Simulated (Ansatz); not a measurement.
System: MnF$_{2}$.

```
Mn F
1.0
     4.87512   -4.87512    0.00000
     4.87512    4.87512    0.00000
     0.00000    0.00000    3.30940
Mn F
4 8
Cartesian
  0.0000 0.0000 0.0000
  4.8751 0.0000 0.0000
  2.4376 -2.4376 1.6547
  2.4376 2.4376 1.6547
  1.4859 1.4859 0.0000
  6.3610 1.4859 0.0000
  0.9517 -0.9517 1.6547
  5.8268 -0.9517 1.6547
  3.3892 -1.4859 0.0000
  3.3892 3.3892 0.0000
  3.9234 -3.9234 1.6547
  3.9234 0.9517 1.6547
```

Space group P4₂/mnm; started from the MnF2 prototype; spin-polarised.

All numbers below come from Ansatz, DFT r2SCAN, scalar-relativistic, plane waves, PAW.

> Predict the valence pseudo-density, electron localisation function and spin density between the atoms.

Mn–F (2.10 Å): ρ at the midpoint is about 0.39 e/Å³; the ELF peaks at about 0.80 in the valence shell of F, 0.6 Å from its nucleus, and drops to about 0.10 between the two atoms (no localised pair shows between them).
The spin density sits on Mn: +4.2 μB (×2) and −4.2 μB (×2) in one cell of 12 atoms: antiferromagnetic in this solution, which needn't be the ground state, with nearest magnetic neighbours parallel and the sign changing further off. The cell of the calculation (6 atoms) carries 0.0 μB of net spin moment.

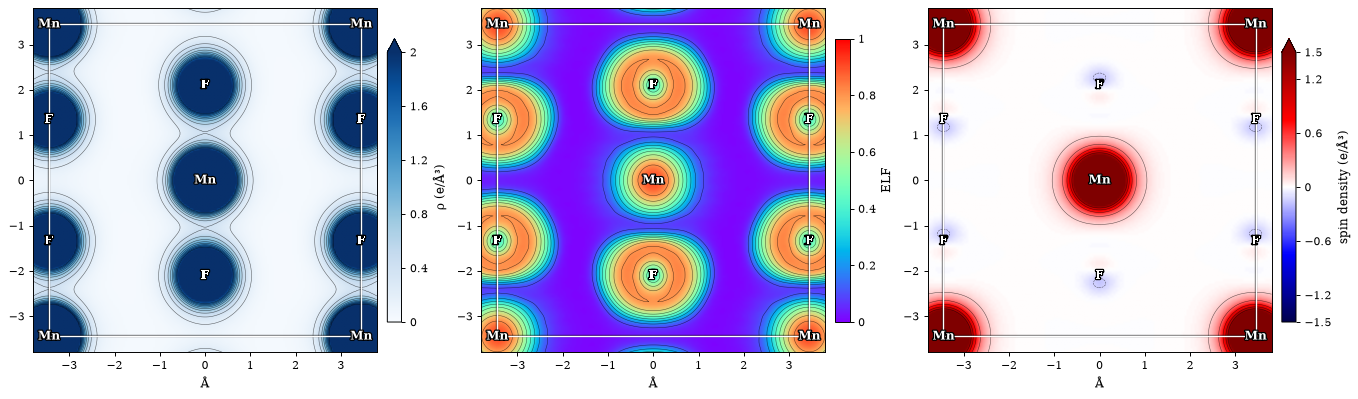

Computed valence pseudo-density, electron localisation function and spin density on the (001) plane of the cell of the magnetic structure, in this order. 

The density is the valence pseudo-density of a PAW calculation; it isn't the true density close to the nuclei.
